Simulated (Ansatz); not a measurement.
# Electron scattering at the Σ5 (210) boundary in fcc Rh with Bi (substitutional), part 2 of 2

Aim: the relaxed structure and the specific resistance of the Σ5 (210) boundary in fcc Rh with Bi (substitutional).

Ansatz 0.2.0; Ansatz plane-wave DFT, PBE, PAW files; relaxation of a bicrystal slab with its lowest layers held; PAW set soft_1 (the session's first sound run).

So far. Step 2 (Relaxing the bicrystal): The largest force component on a free atom ends at 0.027 eV/Å, under the tolerance of 0.03, after 12 steps.

### 3. Transmission across the boundary

This step: Ansatz plane-wave DFT, PBE, PAW files; ballistic transport by layer matching (Landauer), zero bias; boundary relaxed in a short slab, bulk layers laid on; PAW set soft_1 (Ansatz 0.2.0).

System of this step: Σ5 (210) boundary in fcc Rh with Bi (substitutional). The cell holds 48 atoms: 47 Rh and 1 Bi. Cell: a = 4.658 Å, b = 3.803 Å, c = 49.156 Å, α = 90.0°, β = 90.0°, γ = 65.9°. It derives from Rh. Regions: lower grain, 20 atoms (20 Rh); boundary, 12 atoms (11 Rh and 1 Bi); upper grain, 16 atoms (16 Rh). Vacuum lies along c.

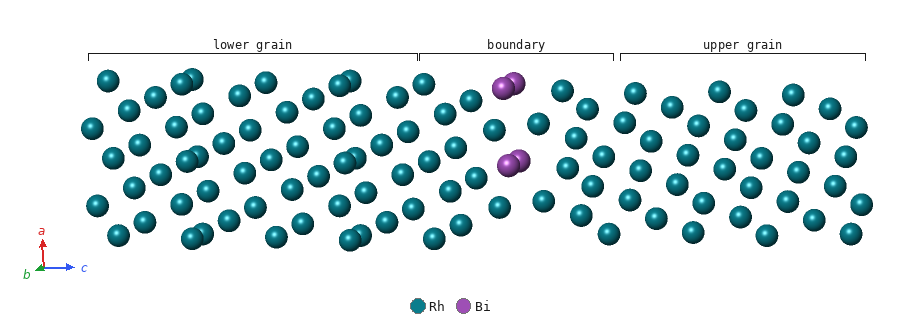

The cell of this step (rhodium blue, bismuth purple). 2×1×1 cells are drawn. Some periodic images of atoms are drawn too.

Contents of input.yaml:

```yaml
crystal:
  lattice:
    - [4.6578272204, 0.0, 0.0]
    - [1.5526090735, 3.4717394307, 0.0]
    - [0.0, 0.0, 49.1558815196]
  atoms:
    - { symbol: Rh, position: [-15.6, 7.7999999999, 0.0813737823] }
    - { symbol: Rh, position: [-15.0, 7.4999999999, 0.0986738283] }
    - { symbol: Rh, position: [-14.4, 7.1999999999, 0.1159738743] }
    - { symbol: Rh, position: [-13.8, 6.9, 0.1332739203] }
    - { symbol: Rh, position: [-13.2, 6.6, 0.1505739664] }
    - { symbol: Rh, position: [-12.6, 6.3, 0.1678740124] }
    - { symbol: Rh, position: [-12.0, 6.0, 0.1851740584] }
    - { symbol: Rh, position: [-11.4, 5.7, 0.2024741044] }
    - { symbol: Rh, position: [-10.8, 5.4, 0.2197741504] }
    - { symbol: Rh, position: [-10.2, 5.1, 0.2370741965] }
    - { symbol: Rh, position: [-9.6, 4.8, 0.2543742425] }
    - { symbol: Rh, position: [-9.0, 4.5, 0.2716742885] }
    - { symbol: Rh, position: [-8.4, 4.2, 0.2889743345] }
    - { symbol: Rh, position: [-7.8, 3.9, 0.3062743805] }
    - { symbol: Rh, position: [-7.2, 3.6, 0.3235744266] }
    - { symbol: Rh, position: [-6.6, 3.3, 0.3408744726] }
    - { symbol: Rh, position: [-6.0, 3.0, 0.3581745186] }
    - { symbol: Rh, position: [-5.4, 2.7, 0.3754745646] }
    - { symbol: Rh, position: [-4.8, 2.4, 0.3927746106] }
    - { symbol: Rh, position: [-4.2, 2.1, 0.4100746567] }
    - { symbol: Rh, position: [0.4, 0.8, 0.4273747027] }
    - { symbol: Rh, position: [0.9979915886, 0.5010042057, 0.4446771171] }
    - { symbol: Rh, position: [0.5967513804, 0.2016243098, 0.4622702382] }
    - { symbol: Rh, position: [0.2036807765, 0.8981596118, 0.4796316382] }
    - { symbol: Rh, position: [0.795729176, 0.602135412, 0.4963042706] }
    - { symbol: Rh, position: [0.4008456886, 0.2995771557, 0.516230621] }
    - { symbol: Bi, position: [-0.0132410964, 0.0066205482, 0.5375029334] }
    - { symbol: Rh, position: [0.5143118022, 0.7428440989, 0.5702731013] }
    - { symbol: Rh, position: [-0.0981884711, 1.0490942356, 0.5908821017] }
    - { symbol: Rh, position: [0.3090556225, 0.3454721888, 0.6057542774] }
    - { symbol: Rh, position: [0.7067919545, 0.6466040227, 0.623944284] }
    - { symbol: Rh, position: [0.109568867, 0.9452155665, 0.6418254814] }
    - { symbol: Rh, position: [-4.490431133, 2.2452155665, 0.6591255274] }
    - { symbol: Rh, position: [-5.090431133, 2.5452155665, 0.6764255734] }
    - { symbol: Rh, position: [-5.690431133, 2.8452155665, 0.6937256195] }
    - { symbol: Rh, position: [-6.290431133, 3.1452155665, 0.7110256655] }
    - { symbol: Rh, position: [-6.890431133, 3.4452155665, 0.7283257115] }
    - { symbol: Rh, position: [-7.490431133, 3.7452155665, 0.7456257575] }
    - { symbol: Rh, position: [-8.090431133, 4.0452155665, 0.7629258035] }
    - { symbol: Rh, position: [-8.690431133, 4.3452155665, 0.7802258496] }
    - { symbol: Rh, position: [-9.290431133, 4.6452155665, 0.7975258956] }
    - { symbol: Rh, position: [-9.890431133, 4.9452155665, 0.8148259416] }
    - { symbol: Rh, position: [-10.490431133, 5.2452155665, 0.8321259876] }
    - { symbol: Rh, position: [-11.090431133, 5.5452155665, 0.8494260336] }
    - { symbol: Rh, position: [-11.690431133, 5.8452155665, 0.8667260797] }
    - { symbol: Rh, position: [-12.290431133, 6.1452155664, 0.8840261257] }
    - { symbol: Rh, position: [-12.890431133, 6.4452155664, 0.9013261717] }
    - { symbol: Rh, position: [-13.490431133, 6.7452155664, 0.9186262177] }
kpoints:
  mp_grid: { grid: [7, 7, 1] }
hamiltonian:
  xc: pbe
  pseudopotentials: { kind: paw, azcp: { folder: soft_1 } }
scf:
  occupations: { method: fermi_dirac, width: 0.1 }
output:
  transmission:
    leads: [[11, 12], [38, 39]]
    kmesh: [18, 18]
    e_range: [-0.1, 0.1]
    de: 0.05
  write_potential: true
  write_density: true
  volumetric_format: npy
  elf: true
```

The run is started by

```bash
$ ansatz run input.yaml --threads 4 --pin off --max-ram 15360MiB --backend cpu --events-out ev --progress --plain --runs-dir out
```

Numbers of over 12 decimals in the logs are rounded to 6 here.

Output:

```text
[...]
Crystal: 48 atoms, lattice volume = 794.888 Å³
Basis set: ecut = 420 eV, 15569 PW (Γ)
Bands: 489, of which v1, the nominal top of the filled ones, is band 407 counted from 1 (406 counted from 0)
Symmetry: 2 space group operations
[...]
k-points: 16 of 49 (time reversal used)
[...]
SCF iter   1: F=—  HF=-313353.077187 eV  |F-HF|=—  |Δ(HF+E_count)|=         —  Δρ=9.57e-2  dr2=1.25e2  ethr=3.10e-3  ⟨swp⟩=6.0  Hψ=25505  notcnv=0  defer=337
[...]
SCF iter  12: F=-313331.747680 eV  HF=-313331.747680 eV  |F-HF|=8.80e-8  |Δ(HF+E_count)|=   1.85e-8  Δρ=2.17e-6  dr2=9.82e-8  ethr=1.23e-11  ⟨swp⟩=11.0  Hψ=28218  notcnv=0
SCF 1 converged in 12 iterations: F = -313331.747680 eV  dr2 = 9.82e-8
[...]
transmission: 576 of 5733 steps passed
transmission: 1150 of 5733 steps passed
[...]
transmission: 5733 of 5733 steps passed
WARN: The output density's exchange-correlation potential varies sharply where the density is thin. Do not read a vacuum level from v_tot or v_xc, or from such a field of the output density. On a cell that repeats whose density bears no net charge and no dipole along the vacuum's axis use v_es (v_loc + v_h of the components); under efield.dipole_correction with no amplitude use v_es + v_field, which holds any externa [...]
SCF converged after 12 iterations
Free energy (F): -313331.747680 eV
[...]
Internal energy: -313329.443070 eV  (E = F + TS)
E sigma→0 (E₀):  -313330.595375 eV
Entropy (-TS):   -2.304610 eV (-48.013 meV/atom)
Fermi energy:    17.958225 eV
[...]
--- Band table (eV; the first three rows and the last of 16) ---
  k-point 0: bands = [... 403 lower, 17.8717, 17.9890, 17.9913, 17.9942, 18.0122, 18.0269, 18.0337, 18.0932, ... 78 higher]
  k-point 1: bands = [... 403 lower, 17.9076, 17.9290, 17.9581, 17.9894, 18.0244, 18.0435, 18.0612, 18.0891, ... 78 higher]
  k-point 2: bands = [... 403 lower, 17.7584, 17.7888, 17.8463, 17.9042, 17.9841, 18.0042, 18.0355, 18.0614, ... 78 higher]
  k-point 15: bands = [... 403 lower, 18.1304, 18.1447, 18.1592, 18.1678, 18.1941, 18.2030, 18.2075, 18.2120, ... 78 higher]
--- Transmission ---
  basis      : 141 plane waves across, 63 finite elements along
  points     : 91, standing for a mesh of 18 x 18
  energies   : 5 from -0.100000 to 0.100000 eV about the Fermi level, 0.050000 eV apart; the leads are filled to 0.000000 eV, and channels, transmission and decay are at 0.000000 eV
  crystal 0  : Rh3, at the sites [11, 12], period 2.5512 Å, over 18.71 Å; its Hamiltonian steps by up to 10.2 meV
    offset         : up to 0.0000 Å between an atom of the period and one for which it stands
    channels       : 4.882716e0 a spin
    conductance    : none, the energies end too early or step too widely for 300 K: set another output.transmission.e_range or a lower de, or, where they end at an eighth of basis.ecutwfc, a higher one
[...]
channels       : 4.895062e0 a spin
[...]
junction   : crystal 0 to crystal 1, 13.20 to 35.95 Å
    transmission   : 1.580595e0 a spin
[...]
```

Run time: 9.2 min. Hardware: 4 threads of Intel Xeon Platinum 8488C (Sapphire Rapids), shared host; peak memory 10 GiB.

The column dr2 measures how far the density is from self-consistency, as an energy; F and HF (Harris–Foulkes) agree once it is small.

This step gave:

```yaml
free_energy: -313331.7477 eV
energy_at_zero_smearing: -313330.5954 eV
fermi_energy: 17.96 eV
cell_area: 16.17 Å²
transmission_per_spin_nearest_the_fermi_level: 1.581
open_channels_per_spin_nearest_the_fermi_level: 4.883
open_channels_per_spin_upper_lead: 4.895
step_of_the_lead_s_potential: 10.2 meV
step_of_the_upper_lead_s_potential: 8.9 meV
```

Per spin. The transmission, zone mean by energy, zero at the Fermi level:

```
energy (eV)  transmission, zone mean
    -0.1000                     1.53
    -0.0500                     1.57
     0.0000                     1.58
     0.0500                     1.62
     0.1000                     1.66
```

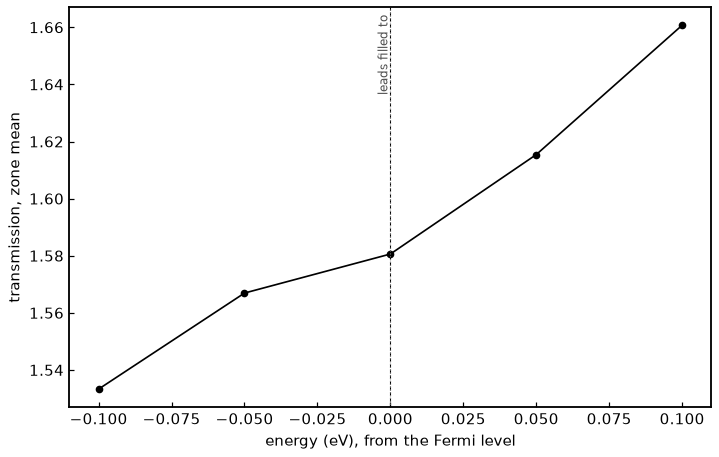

Transmission, zone mean, plotted against energy.

Per spin. The open channels, zone mean by energy, zero at the Fermi level:

```
energy (eV)  lead  upper lead
    -0.1000  4.78        4.79
    -0.0500  4.87        4.89
     0.0000  4.88        4.90
     0.0500  4.92        4.92
     0.1000  5.11        5.11
```

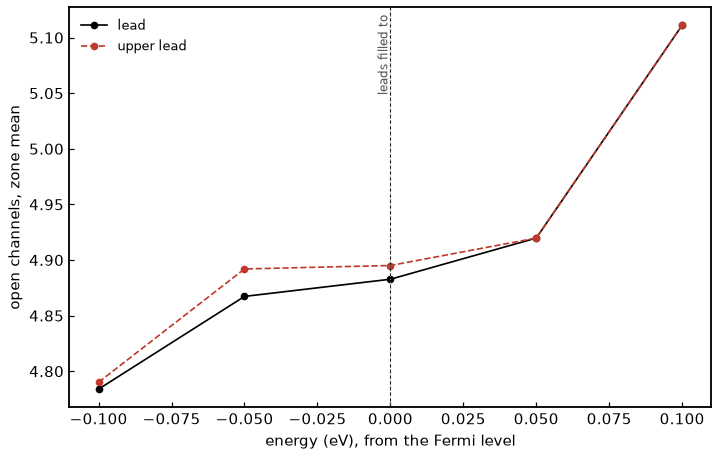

Open channels, zone mean, plotted against energy.

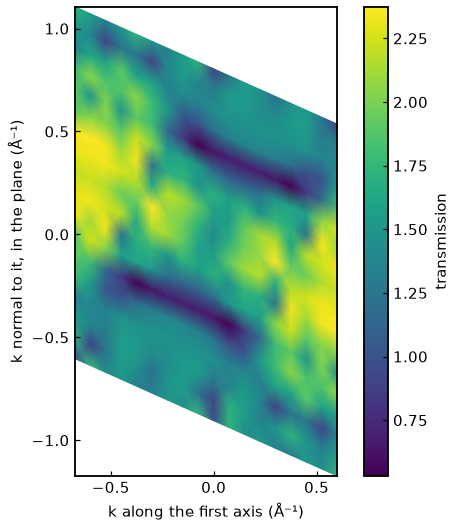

Transmission over k1 and k2. At 0.0000 eV from the Fermi level.

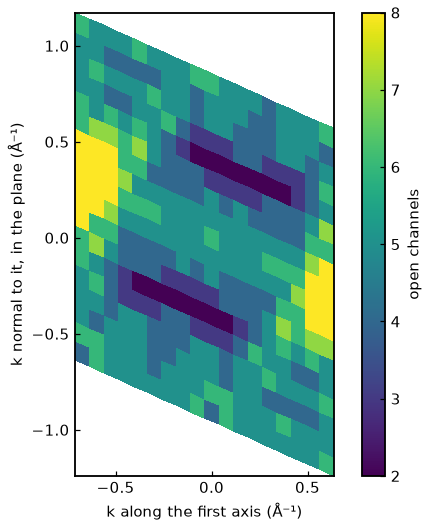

Open channels over k1 and k2. At 0.0000 eV from the Fermi level.

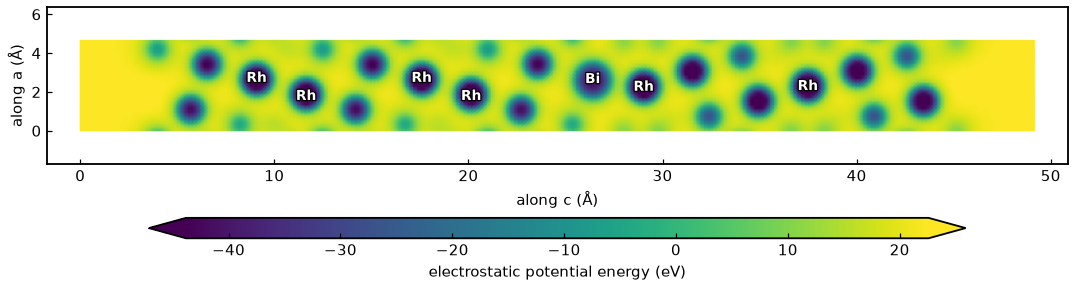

Electrostatic potential energy in the ca plane at fractional y = 0.045, with atoms of Rh and Bi within 0.2 Å of it. With pseudopotentials it is smooth inside the atoms' cores, unlike the true potential. The map starts off the cell's origin, so that atoms lie inside it.

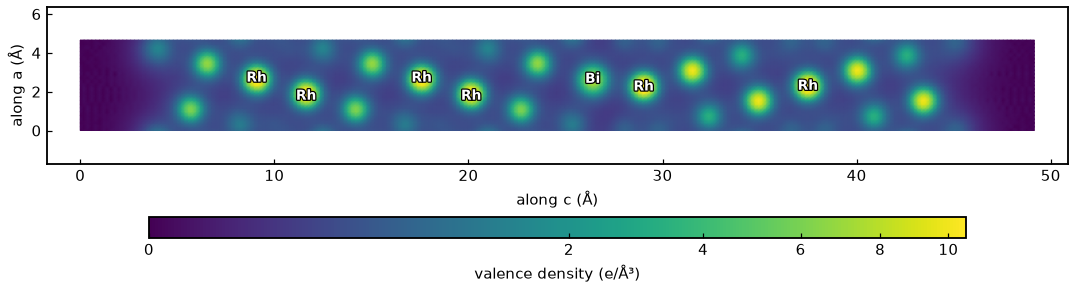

Valence density in the ca plane at fractional y = 0.045, with atoms of Rh and Bi within 0.2 Å of it. It is the smooth field of the valence electrons, not physical close to the nuclei. The map starts off the cell's origin, so that atoms lie inside it. The colour scale is stretched toward low values.

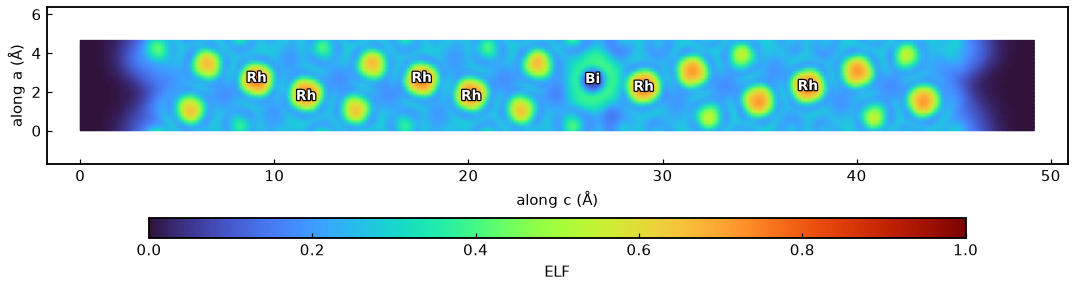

ELF in the ca plane at fractional y = 0.045, with atoms of Rh and Bi within 0.2 Å of it. It is the smooth field of the valence electrons, not physical close to the nuclei. The map starts off the cell's origin, so that atoms lie inside it.

Over the solved energies the transmission per spin lies between 1.53 and 1.66, out of 4.91 channels of the lead on average (up to 5.11).

### 4. Specific resistance

This step: Ansatz plane-wave DFT, PBE, PAW files; ballistic transport by layer matching (Landauer), zero bias; specific resistance of the boundary; PAW set soft_1 (Ansatz 0.2.0).

Numbers from this step:

| Item | Value |
| --- | --- |
| area resistance | 0.8870 fΩ m² |
| T over the leads' mean channel count | 0.3236 |

Averaged over the energies near the Fermi level, 32.4 % of the channels pass, which makes 0.887 fΩ m².

By hand, with T and the leads' channels N averaged over the energies near the Fermi level: RA = A (h/2e²)(1/T − ½[1/N₁ + 1/N₂]) = 16.17×10⁻²⁰ m² × 12 906 Ω × (1/1.591 − ½[1/4.913 + 1/4.922]) = 0.887 fΩ m².

### 5. What came out

```json
{
 "specific resistance of the boundary": "0.887 fΩ m²",
 "share of channels that pass": "0.324"
}
```

**Reading.** The boundary has a specific resistance of 0.89 fΩ m². The boundary reflects 68 % of the channels; 0.89 fΩ m² is 8.9×10⁻¹² Ω·cm². One Bi in 16.2 Å² of boundary is a high coverage. In the relaxation the upper grain slid sideways by about 1.3 Å, so the result belongs to the position that it found, not to the starting one. Each plane of this narrow cell holds one atom, so the solute fills a whole plane. One starting structure was relaxed; another shift or atom count at the boundary may lie lower. Spin-orbit coupling is left out, which matters for Bi.

[Logs are printed without paths, hosts, clocks, repeated set-up lines and the standing remarks that a program may print on its own settings, such as how far it seeks lower states.]

[Hosts, paths, dates, database ids (printed as entryN), source tags and the programs' standing remarks are cut or masked in the printed files.]
